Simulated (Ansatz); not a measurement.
Consider P.

Input file:

```
crystal:
  lattice:
    - [-3.3104324909, 0.0, 0.0]
    - [0.0, 0.0, -4.5577726732]
    - [0.0, -12.2854350009, 0.0]
  atoms:
    - { symbol: P, position: [0.0, 0.0862797555, 0.775365788] }
    - { symbol: P, position: [0.5, 0.0862797555, 0.3160643876] }
    - { symbol: P, position: [0.0, 0.4137202445, 0.3160643876] }
    - { symbol: P, position: [0.5, 0.4137202445, 0.775365788] }
    - { symbol: P, position: [0.0, 0.9137202445, 0.6025384132] }
    - { symbol: P, position: [0.5, 0.9137202445, 0.1432370128] }
    - { symbol: P, position: [0.0, 0.5862797555, 0.1432370128] }
    - { symbol: P, position: [0.5, 0.5862797555, 0.6025384132] }
basis:
  ecutwfc: 420
kpoints:
  mp_grid: { grid: [10, 7, 3] }
hamiltonian:
  xc: pbe
scf:
  occupations: { method: gaussian, width: 0.03 }
output:
  forces: true
  stress: true
  eigenvalues: true
  write_density: true
  write_potential: true
  elf: true
  volumetric_format: npy
```

Command:

```sh
ansatz run input.yaml --threads 2 --pin off --max-ram 5120MiB --backend cpu --events-out ev --progress --plain --runs-dir out
```

Below, planes, directions and counts refer to the conventional cell (a = 12.29 Å, b = 4.56 Å, c = 3.31 Å, α = 90.00°, β = 90.00°, γ = 90.00°).

Space group Pbcm.

These are results of Ansatz 0.2.0, DFT PBE, scalar-relativistic, plane waves, PAW, not measurements.

Question: What can the converged valence pseudo-density and electron localisation function tell about the bonding?

Answer: P–P (2.23 Å): the density is about 0.75 e/Å³ at the midpoint; the ELF peaks at about 0.90 between the atoms: localised, covalent bonding.

Question: Metal or insulator at this level of theory?

Answer: It is gapped, with a Kohn–Sham gap of 0.30 eV on the k-point mesh, an upper bound to the gap of this method.

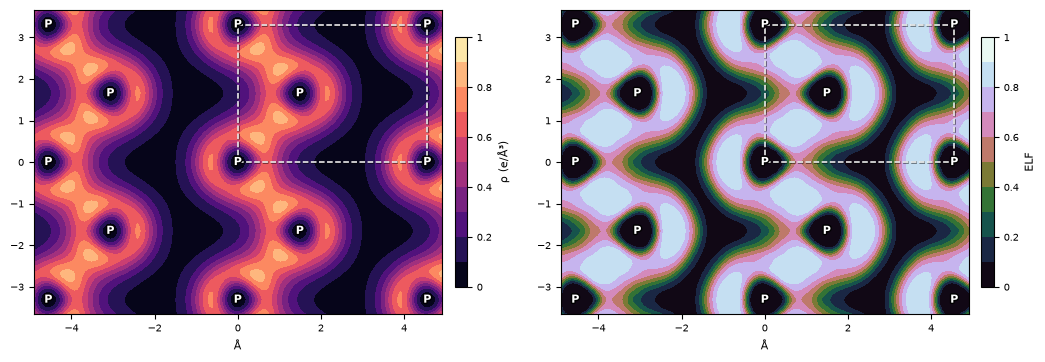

Computed valence pseudo-density and electron localisation function on the (100) plane of the conventional cell, in this order. 

The density is the valence pseudo-density of a PAW calculation; it isn't the true density close to the nuclei.
